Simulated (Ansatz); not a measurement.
Run report: Ti$_{3}$Al, density-of-states calculation

The run: density-of-states calculation of Ti$_{3}$Al (P1, 24 atoms in the cell). Method and program: DFT PBE, scalar-relativistic, plane waves, PAW, no spin polarisation (Ansatz 0.2.0).

The structure was made by swapping elements on the sites of another compound; it need not be a known phase. It belongs to a series of runs on one base structure; here: 1 Al and 1 Ti atoms exchanged at random in the cell repeated 3 times, relaxed. Figures and captions count atoms from 1; the log counts them from 0 in places.

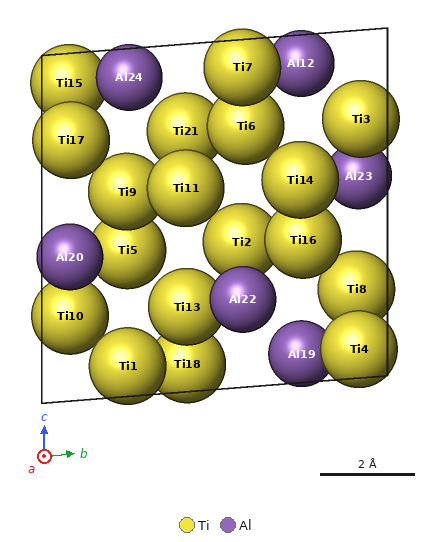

*The input geometry (spheres-only view of the cell of the calculation, set on other vectors, along the a axis; atoms are numbered from 1 in the order of the input).*

Input:
```yaml
crystal:
  lattice:
    - [-5.748209, -0.025905, -4.653335]
    - [2.894728, 5.019342, -4.651096]
    - [2.86022, -5.011382, -4.663908]
  atoms:
    - { symbol: Ti, position: [0.0894707282, 0.9124812299, 0.7514838166] }
    - { symbol: Ti, position: [0.7487795854, 0.5812406997, 0.4223158887] }
    - { symbol: Ti, position: [0.4165724633, 0.255152628, 0.0769904649] }
    - { symbol: Ti, position: [0.2533855197, 0.9167453491, 0.082733371] }
    - { symbol: Ti, position: [0.919862158, 0.5794728514, 0.7520184499] }
    - { symbol: Ti, position: [0.5888984006, 0.2490043978, 0.4104916317] }
    - { symbol: Ti, position: [0.2488041587, 0.0799273778, 0.4198563076] }
    - { symbol: Ti, position: [0.9156082069, 0.7440506242, 0.0901894399] }
    - { symbol: Ti, position: [0.5840591094, 0.4106555765, 0.7536826244] }
    - { symbol: Ti, position: [0.5828305542, 0.7547877741, 0.9178916379] }
    - { symbol: Ti, position: [0.2506963254, 0.4142511109, 0.5838168242] }
    - { symbol: Al, position: [0.9198058074, 0.0821995297, 0.2496087822] }
    - { symbol: Ti, position: [0.4141315686, 0.7555062837, 0.5801124752] }
    - { symbol: Ti, position: [0.0782414585, 0.4163410795, 0.2523253628] }
    - { symbol: Ti, position: [0.7462610021, 0.0848274319, 0.9205998893] }
    - { symbol: Ti, position: [0.4174967763, 0.5897065042, 0.2443005521] }
    - { symbol: Ti, position: [0.0855594118, 0.2498932145, 0.9148870307] }
    - { symbol: Ti, position: [0.7551224415, 0.9213559672, 0.5791824619] }
    - { symbol: Al, position: [0.5842139941, 0.9167141359, 0.2483255251] }
    - { symbol: Al, position: [0.2504416957, 0.5852920755, 0.918307023] }
    - { symbol: Ti, position: [0.9159663595, 0.2504438219, 0.5839912719] }
    - { symbol: Al, position: [0.0834021284, 0.7471533836, 0.4180934085] }
    - { symbol: Al, position: [0.7481348511, 0.4185034905, 0.0834387028] }
    - { symbol: Al, position: [0.4198221753, 0.0830041633, 0.7468197019] }
basis:
  ecutwfc: 420
kpoints:
  mp_grid: { grid: [5, 5, 5] }
hamiltonian:
  xc: pbe
scf:
  occupations: { method: gaussian, width: 0.1 }
  n_extra_bands: 12
output:
  forces: true
  stress: true
  eigenvalues: true
  populations: true
  dos:
    method: { smearing: { sigma: 0.1, scheme: gaussian } }
    projected: true
    de: 0.02
```

Run on 4 threads of Arm Neoverse V1, 24 GiB of memory available, shared host.

Launched with:
```bash
ansatz run input.yaml --threads 4 --pin off --max-ram 9216MiB --backend cpu --events-out ev --progress --plain --runs-dir out
```

Log:
```
scf.n_extra_bands = 12 over 117 filled bands (N_el = 234.0): the run solves 129 bands
Engine: ansatz 0.2.0, aarch64-unknown-linux-gnu
Pseudopotentials: kind: paw
Pseudopotential: Ti, paw, valence charge 12, recommended cutoff 420 eV (normal), Ti.paw.azcp
Pseudopotential: Al, paw, valence charge 3, recommended cutoff 420 eV (normal), Al.paw.azcp
Functional definition: PBE
  parameter kappa = 0.804
  parameter beta = 0.06672455060314922
  exchange = pbe_x(kappa = kappa, mu = beta*pi^2/3)
  correlation = pbe_c(beta = beta)
Crystal: 24 atoms, lattice volume = 402.850 Å³
Basis set: ecut = 420 eV, 7905 PW (Γ), exchange–correlation on 100×100×100 points (8 copies of the dense FFT grid, shifted against one another)
Bands: 129, of which v1, the nominal top of the filled ones, is band 117 counted from 1 (116 counted from 0)
Symmetry: 1 space group operations
Space group: P1 (ITA 1), of the structure as read, at distance tolerance 7.4e-5 Å
k-points: 63 of 125 (time reversal used)
Non-local potential: Ti, projectors of the file, l = 0: 3, l = 1: 2, l = 2: 3, l = 3: 1
Non-local potential: Al, projectors of the file, l = 0: 2, l = 1: 2, l = 2: 1
PAW form: soft (Blöchl's): semilocal exchange-correlation on the pseudo side does not see the compensation charge
PAW one-centre angular grid: Ti, 590 points (default); XC on 64 Gauss nodes
PAW one-centre angular grid: Al, 110 points (default); XC on 64 Gauss nodes
Initial density: superposition of atomic densities (neutral atoms: chi_scale 0, normalization atom), corrected by the library's trained network
Initial wavefunctions: pseudopotential atomic-orbital guess
Functional: x = pbe(κ = 0.804, μ = 0.2195149727645171), c = pbe(β = 0.06672455060314922)
SCF iter   1: F=—  HF=-48224.895870 eV  |F-HF|=—  |Δ(HF+E_count)|=         —  Δρ=5.41e-3  dr2=1.69e-1  ethr=1.77e-3  ⟨swp⟩=6.5  Hψ=34418  notcnv=0
preconditioner: auto → Kerker (q_TF=auto, 2.492 Å⁻¹)  [metal: Δε(μ)=0.001 eV  Ē_g=2.566 eV  σ=0.100 eV  W_gap=0.00  n_scr=92 (ndim 8)  ℏωp=17.6 eV  f_vac=0.000  D(μ)=18.48/eV (n_scr^D=166)]
SCF iter   2: F=—  HF=-48224.895490 eV  |F-HF|=—  |Δ(HF+E_count)|=   3.80e-4  Δρ=2.97e-3  dr2=3.66e-2  ethr=7.21e-5  ⟨swp⟩=2.0  Hψ=10389  notcnv=0
SCF iter   3: F=—  HF=-48224.892858 eV  |F-HF|=—  |Δ(HF+E_count)|=   2.63e-3  Δρ=9.81e-4  dr2=5.73e-3  ethr=1.56e-5  ⟨swp⟩=2.0  Hψ=10411  notcnv=0
SCF iter   4: F=—  HF=-48224.892372 eV  |F-HF|=—  |Δ(HF+E_count)|=   4.86e-4  Δρ=2.97e-4  dr2=5.70e-4  ethr=2.45e-6  ⟨swp⟩=2.0  Hψ=10668  notcnv=0
SCF iter   5: F=—  HF=-48224.892319 eV  |F-HF|=—  |Δ(HF+E_count)|=   5.32e-5  Δρ=1.04e-4  dr2=7.36e-5  ethr=2.44e-7  ⟨swp⟩=2.0  Hψ=10702  notcnv=0
SCF iter   6: F=—  HF=-48224.891649 eV  |F-HF|=—  |Δ(HF+E_count)|=   6.70e-4  Δρ=3.26e-5  dr2=6.26e-6  ethr=3.14e-8  ⟨swp⟩=2.0  Hψ=10660  notcnv=0
SCF iter   7: F=—  HF=-48224.891649 eV  |F-HF|=—  |Δ(HF+E_count)|=   7.59e-7  Δρ=1.07e-5  dr2=6.88e-7  ethr=2.68e-9  ⟨swp⟩=2.0  Hψ=11082  notcnv=0
SCF iter   8: F=—  HF=-48224.891648 eV  |F-HF|=—  |Δ(HF+E_count)|=   9.16e-8  Δρ=4.27e-6  dr2=1.35e-7  ethr=4.27e-11  ⟨swp⟩=6.5  Hψ=29178  notcnv=0
SCF iter   9: F=-48224.891648 eV  HF=-48224.891648 eV  |F-HF|=6.78e-9  |Δ(HF+E_count)|=   1.31e-8  Δρ=1.26e-6  dr2=8.48e-9  ethr=4.27e-11  ⟨swp⟩=3.3  Hψ=23282  notcnv=0
SCF 1 converged in 9 iterations: F = -48224.891648 eV  dr2 = 8.48e-9
  greatest PAW one-centre occupation: 0.999 electrons in one spin orbital (limit 2), on the Ti atom at site 20 (counted from 0), in its partial waves of l = 0
SCF converged after 9 iterations
Free energy (F): -48224.891648 eV
Harris-Foulkes:  -48224.891648 eV  (|F-HF|=6.78e-9)
Internal energy: -48224.798105 eV  (E = F + TS)
E sigma→0 (E₀):  -48224.844877 eV
Entropy (-TS):   -0.093543 eV (-3.898 meV/atom)
Fermi energy:    12.112795 eV
--- Per-component energies (eV) ---
  E_band       = -2937.376971
  E_kinetic    = 5046.241987
  E_local      = -17262.118623  (includes V_loc(G=0)·N_el)
  E_nonlocal   = 210.807690
  E_hartree    = 7271.126204
  E_xc         = -1996.254007
  E_vxc        = -2373.180450  (∫ρ·V_xc dr)
  E_paw        = -21663.773044  (= ΣΔE_a)
  E_vpaw       = -3101.377472  (= ΣTr[D̂ρ^β])
  E_aug_tail   = 0.002035  (compensation charges beyond the density's cutoff)
  E_ewald      = -19830.830347
  E_smearing   = -0.093543  (= −TS)
  E_closure    = -0.000000  (closes the sum)
  Σ components = -48224.891648   (vs F -48224.891648, Δ=0.00e0)
--- Forces (eV/Å), atoms counted from 1 ---
  atom   1  Ti     0.04191784     0.01024576    -0.00495421
  atom   2  Ti     0.02265564    -0.00479563     0.00629199
  atom   3  Ti     0.02631641    -0.03560591     0.02681815
  atom   4  Ti    -0.00206085     0.05938748     0.01367962
  atom   5  Ti    -0.02833502     0.00209009    -0.00499110
  atom   6  Ti    -0.03894189    -0.05332179    -0.00783969
  atom   7  Ti    -0.00541338    -0.00201146     0.01004685
  atom   8  Ti     0.02492242    -0.03121594    -0.03997434
  atom   9  Ti     0.00916873     0.01479601    -0.02052550
  atom  10  Ti    -0.03287455    -0.01664654     0.03839819
  atom  11  Ti     0.02874251     0.01844037    -0.02748458
  atom  12  Al     0.01831162    -0.00190719     0.00558739
  atom  13  Ti    -0.04292579    -0.00944180    -0.00469601
  atom  14  Ti     0.01986247     0.03927807    -0.00277452
  atom  15  Ti     0.00194145     0.03938971    -0.00148666
  atom  16  Ti     0.05521125    -0.03472956    -0.00564307
  atom  17  Ti    -0.03176348     0.01545728     0.00151479
  atom  18  Ti    -0.02615122     0.03639588     0.04003856
  atom  19  Al    -0.02758877     0.02483585    -0.00583129
  atom  20  Al    -0.00439658    -0.00376374     0.01576774
  atom  21  Ti     0.00349997    -0.06790374    -0.00401147
  atom  22  Al    -0.00025654    -0.00144271    -0.00385809
  atom  23  Al    -0.00743074    -0.00014196    -0.01430692
  atom  24  Al    -0.00441587     0.00261036    -0.00976574
  max |Σ_I F_I| component: 4.38e-6 eV/Å
--- Stress (GPa, compression-positive) ---
        0.024162       0.047866      -0.049619
        0.047866       0.103479      -0.089700
       -0.049619      -0.089700      -0.160110
  P = ⅓ Tr σ = -0.0108 GPa (-0.108 kbar)
--- Band table (eV; the first three rows and the last of 63) ---
  k-point 0: bands = ["-44.5488", "-44.5008", "-44.4929", "-44.4857", "-44.4722", "-44.4608", "-44.4507", "-44.4474", "-44.4421", "-44.4372", "-44.4358", "-44.4235", "-44.4174", "-44.4068", "-44.4057", "-44.3960", "-44.3837", "-44.3702", "-21.0709", "-21.0160", "-20.9838", "-20.9739", "-20.9569", "-20.9510", "-20.9355", "-20.9323", "-20.9142", "-20.9085", "-20.8957", "-20.8923", "-20.8835", "-20.8775", "-20.8642", "-20.8579", "-20.8490", "-20.8462", "-20.8307", "-20.8193", "-20.7957", "-20.7770", "-20.7585", "-20.7458", "-20.7366", "-20.7279", "-20.7200", "-20.7120", "-20.7032", "-20.6955", "-20.6906", "-20.6730", "-20.6610", "-20.6506", "-20.6320", "-20.6266", "-20.6082", "-20.6011", "-20.5850", "-20.5785", "-20.5701", "-20.5628", "-20.5528", "-20.5501", "-20.5444", "-20.5289", "-20.5236", "-20.5109", "-20.4930", "-20.4863", "-20.4828", "-20.4792", "-20.4369", "-20.4284", "4.3102", "6.1707", "6.4442", "6.5930", "6.9326", "7.4394", "8.1905", "8.3233", "8.7541", "8.8060", "8.9303", "9.2578", "9.5095", "9.5558", "9.8167", "9.9135", "9.9549", "9.9897", "10.0788", "10.2340", "10.2977", "10.3923", "10.5557", "10.6120", "10.6700", "10.7281", "10.8006", "10.8321", "10.8909", "10.9927", "11.1102", "11.1759", "11.2024", "11.3623", "11.5412", "11.5877", "11.6138", "11.6557", "11.7262", "11.7739", "11.7906", "11.8177", "11.8968", "11.9140", "11.9824", "12.0812", "12.2148", "12.2737", "12.3463", "12.4498", "12.4702", "12.5833", "12.6242", "12.7277", "12.7775", "12.8370", "12.8779"]
  k-point 1: bands = ["-44.5461", "-44.5053", "-44.4956", "-44.4818", "-44.4714", "-44.4607", "-44.4514", "-44.4471", "-44.4432", "-44.4385", "-44.4338", "-44.4256", "-44.4169", "-44.4069", "-44.4040", "-44.3945", "-44.3840", "-44.3707", "-21.0651", "-21.0067", "-20.9891", "-20.9789", "-20.9681", "-20.9556", "-20.9403", "-20.9310", "-20.9165", "-20.9114", "-20.9012", "-20.8936", "-20.8853", "-20.8802", "-20.8571", "-20.8489", "-20.8422", "-20.8352", "-20.8300", "-20.8201", "-20.7983", "-20.7786", "-20.7631", "-20.7608", "-20.7437", "-20.7328", "-20.7149", "-20.7089", "-20.6974", "-20.6874", "-20.6761", "-20.6713", "-20.6564", "-20.6389", "-20.6360", "-20.6231", "-20.6090", "-20.6000", "-20.5880", "-20.5776", "-20.5719", "-20.5631", "-20.5588", "-20.5477", "-20.5446", "-20.5354", "-20.5186", "-20.5093", "-20.4961", "-20.4898", "-20.4815", "-20.4762", "-20.4435", "-20.4333", "4.4113", "5.8918", "6.5267", "6.6509", "6.9236", "7.3837", "8.0504", "8.5059", "8.7249", "8.8005", "9.0043", "9.2381", "9.3640", "9.5732", "9.6948", "9.9328", "9.9934", "10.0805", "10.1817", "10.2746", "10.3736", "10.4466", "10.5288", "10.5602", "10.6351", "10.7039", "10.8229", "10.8540", "10.8870", "10.9795", "11.1176", "11.1733", "11.2792", "11.3377", "11.5078", "11.5452", "11.6235", "11.6773", "11.6948", "11.7149", "11.7493", "11.8435", "11.8789", "11.9593", "12.0795", "12.1092", "12.2213", "12.2825", "12.3266", "12.4554", "12.5350", "12.5894", "12.6652", "12.7162", "12.8059", "12.8125", "12.8819"]
  k-point 2: bands = ["-44.5399", "-44.5152", "-44.4959", "-44.4788", "-44.4694", "-44.4607", "-44.4516", "-44.4500", "-44.4438", "-44.4385", "-44.4328", "-44.4285", "-44.4145", "-44.4077", "-44.4027", "-44.3912", "-44.3847", "-44.3718", "-21.0507", "-21.0063", "-20.9936", "-20.9855", "-20.9741", "-20.9659", "-20.9450", "-20.9286", "-20.9242", "-20.9153", "-20.9072", "-20.8993", "-20.8774", "-20.8689", "-20.8655", "-20.8456", "-20.8379", "-20.8311", "-20.8213", "-20.8080", "-20.8016", "-20.7837", "-20.7760", "-20.7638", "-20.7465", "-20.7377", "-20.7228", "-20.7184", "-20.6901", "-20.6769", "-20.6627", "-20.6559", "-20.6464", "-20.6305", "-20.6262", "-20.6192", "-20.6038", "-20.5961", "-20.5898", "-20.5769", "-20.5723", "-20.5647", "-20.5588", "-20.5517", "-20.5466", "-20.5395", "-20.5197", "-20.5131", "-20.5048", "-20.4964", "-20.4806", "-20.4746", "-20.4521", "-20.4374", "4.6595", "5.4417", "6.6078", "6.7666", "6.9097", "7.2658", "8.1749", "8.3581", "8.5433", "8.7331", "8.9988", "9.2404", "9.5040", "9.6884", "9.8090", "9.9417", "10.0365", "10.1633", "10.2295", "10.2820", "10.3218", "10.4259", "10.4829", "10.5840", "10.6346", "10.6939", "10.7629", "10.8697", "10.9129", "11.0346", "11.1175", "11.1899", "11.2527", "11.2821", "11.4716", "11.5210", "11.5733", "11.6513", "11.7113", "11.7704", "11.7909", "11.8739", "11.9673", "12.0182", "12.0428", "12.1411", "12.2159", "12.2631", "12.3435", "12.4608", "12.5129", "12.5813", "12.7280", "12.7566", "12.7814", "12.8096", "12.8886"]
  k-point 62: bands = ["-44.5337", "-44.5133", "-44.4949", "-44.4870", "-44.4731", "-44.4688", "-44.4553", "-44.4488", "-44.4431", "-44.4359", "-44.4306", "-44.4194", "-44.4137", "-44.4075", "-44.4023", "-44.3926", "-44.3861", "-44.3715", "-21.0485", "-21.0147", "-21.0067", "-20.9898", "-20.9796", "-20.9653", "-20.9478", "-20.9388", "-20.9201", "-20.9168", "-20.9051", "-20.8936", "-20.8834", "-20.8699", "-20.8609", "-20.8469", "-20.8450", "-20.8332", "-20.8209", "-20.8076", "-20.7935", "-20.7704", "-20.7603", "-20.7485", "-20.7289", "-20.7250", "-20.7116", "-20.7091", "-20.6938", "-20.6698", "-20.6620", "-20.6607", "-20.6469", "-20.6412", "-20.6277", "-20.6184", "-20.6120", "-20.6048", "-20.5988", "-20.5826", "-20.5809", "-20.5674", "-20.5602", "-20.5524", "-20.5432", "-20.5368", "-20.5241", "-20.5126", "-20.5044", "-20.4954", "-20.4825", "-20.4721", "-20.4535", "-20.4423", "4.9352", "5.4040", "6.2571", "6.6126", "6.7308", "7.3472", "8.0016", "8.5363", "8.7691", "8.9176", "9.0481", "9.2153", "9.4143", "9.5705", "9.7574", "9.8717", "10.0627", "10.1503", "10.1945", "10.2751", "10.3476", "10.4062", "10.5281", "10.5991", "10.6798", "10.7401", "10.8763", "10.9162", "11.0513", "11.1212", "11.1746", "11.2320", "11.2930", "11.3415", "11.4013", "11.4495", "11.4900", "11.6066", "11.6695", "11.7306", "11.8025", "11.8433", "11.8802", "11.9568", "12.0790", "12.1727", "12.2824", "12.4114", "12.4546", "12.5296", "12.5777", "12.6194", "12.6645", "12.7681", "12.8034", "12.8232", "12.8993"]
--- Löwdin populations: 24 sites ---
  site symbol       q [e]
     0     Ti     11.6590
     1     Ti     11.6722
     2     Ti     11.6293
     3     Ti     11.5880
     4     Ti     11.6786
     5     Ti     11.6654
     6     Ti     11.6371
     7     Ti     11.5978
     8     Ti     11.6755
     9     Ti     11.6413
    10     Ti     11.6790
    11     Al      3.5532
    12     Ti     11.6397
    13     Ti     11.6355
    14     Ti     11.6423
    15     Ti     11.6335
    16     Ti     11.6376
    17     Ti     11.6632
    18     Al      3.7276
    19     Al      3.8108
    20     Ti     11.7083
    21     Al      3.7439
    22     Al      3.7441
    23     Al      3.8017
  spilling = 0.008270 (of n_electrons = 234.000000)
```

File populations.tsv:
```
# site	symbol	l	j	q
# orbitals = lowdin
# n_electrons = 234.000000
# spilling = 0.008270
0	Ti	0_3S	-	1.902635
0	Ti	0_4S	-	0.782660
0	Ti	1_3P	-	5.986553
0	Ti	2_3D	-	2.987175
1	Ti	0_3S	-	1.904015
1	Ti	0_4S	-	0.782550
1	Ti	1_3P	-	5.986424
1	Ti	2_3D	-	2.999219
2	Ti	0_3S	-	1.897945
2	Ti	0_4S	-	0.753407
2	Ti	1_3P	-	5.986175
2	Ti	2_3D	-	2.991735
3	Ti	0_3S	-	1.891724
3	Ti	0_4S	-	0.701756
3	Ti	1_3P	-	5.985822
3	Ti	2_3D	-	3.008734
4	Ti	0_3S	-	1.902013
4	Ti	0_4S	-	0.776705
4	Ti	1_3P	-	5.986493
4	Ti	2_3D	-	3.013361
5	Ti	0_3S	-	1.898516
5	Ti	0_4S	-	0.762850
5	Ti	1_3P	-	5.986291
5	Ti	2_3D	-	3.017760
6	Ti	0_3S	-	1.897370
6	Ti	0_4S	-	0.731797
6	Ti	1_3P	-	5.986061
6	Ti	2_3D	-	3.021879
7	Ti	0_3S	-	1.892752
7	Ti	0_4S	-	0.701253
7	Ti	1_3P	-	5.986231
7	Ti	2_3D	-	3.017570
8	Ti	0_3S	-	1.901838
8	Ti	0_4S	-	0.768303
8	Ti	1_3P	-	5.986210
8	Ti	2_3D	-	3.019200
9	Ti	0_3S	-	1.896563
9	Ti	0_4S	-	0.745831
9	Ti	1_3P	-	5.985782
9	Ti	2_3D	-	3.013099
10	Ti	0_3S	-	1.903192
10	Ti	0_4S	-	0.787587
10	Ti	1_3P	-	5.986343
10	Ti	2_3D	-	3.001888
11	Al	0_3S	-	1.021397
11	Al	1_3P	-	2.531788
12	Ti	0_3S	-	1.897233
12	Ti	0_4S	-	0.737417
12	Ti	1_3P	-	5.985997
12	Ti	2_3D	-	3.019053
13	Ti	0_3S	-	1.897373
13	Ti	0_4S	-	0.732745
13	Ti	1_3P	-	5.986009
13	Ti	2_3D	-	3.019347
14	Ti	0_3S	-	1.898355
14	Ti	0_4S	-	0.736805
14	Ti	1_3P	-	5.986426
14	Ti	2_3D	-	3.020667
15	Ti	0_3S	-	1.895046
15	Ti	0_4S	-	0.736824
15	Ti	1_3P	-	5.985903
15	Ti	2_3D	-	3.015771
16	Ti	0_3S	-	1.898790
16	Ti	0_4S	-	0.745852
16	Ti	1_3P	-	5.986353
16	Ti	2_3D	-	3.006639
17	Ti	0_3S	-	1.899009
17	Ti	0_4S	-	0.761150
17	Ti	1_3P	-	5.986407
17	Ti	2_3D	-	3.016607
18	Al	0_3S	-	1.064546
18	Al	1_3P	-	2.663082
19	Al	0_3S	-	1.101398
19	Al	1_3P	-	2.709386
20	Ti	0_3S	-	1.910113
20	Ti	0_4S	-	0.871227
20	Ti	1_3P	-	5.986923
20	Ti	2_3D	-	2.940041
21	Al	0_3S	-	1.068262
21	Al	1_3P	-	2.675681
22	Al	0_3S	-	1.069341
22	Al	1_3P	-	2.674786
23	Al	0_3S	-	1.084069
23	Al	1_3P	-	2.717675
```

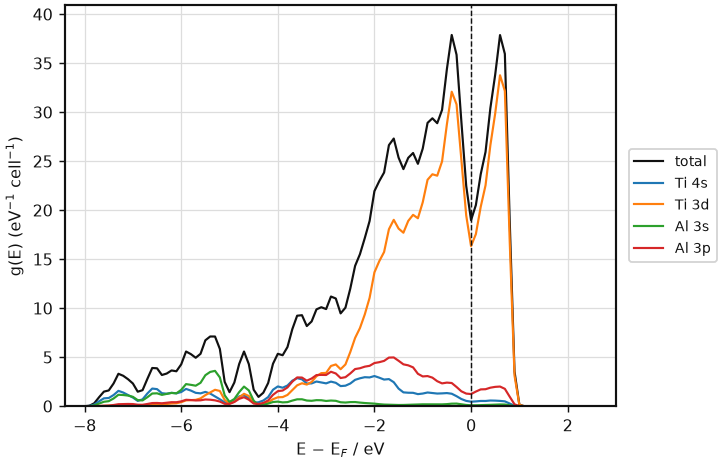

*Density of states (projected on Löwdin-orthogonalised atomic shells), with energies from the Fermi level.*

There are states at the Fermi level: a metal at this level of theory.

Results in brief:

- outcome: converged
- space group (tolerance 0.01 Å): P1 (1)
- electrons treated: 234
- free energy: −48224.8916 eV
- Fermi energy: 12.113 eV
- gap on the k-point mesh: none (metallic)
- pressure: −0.01 GPa
- largest force (length of the vector): 0.068 eV/Å
- wall time: 3.8 min (CPU time 15 min)
- peak memory: 3 GiB
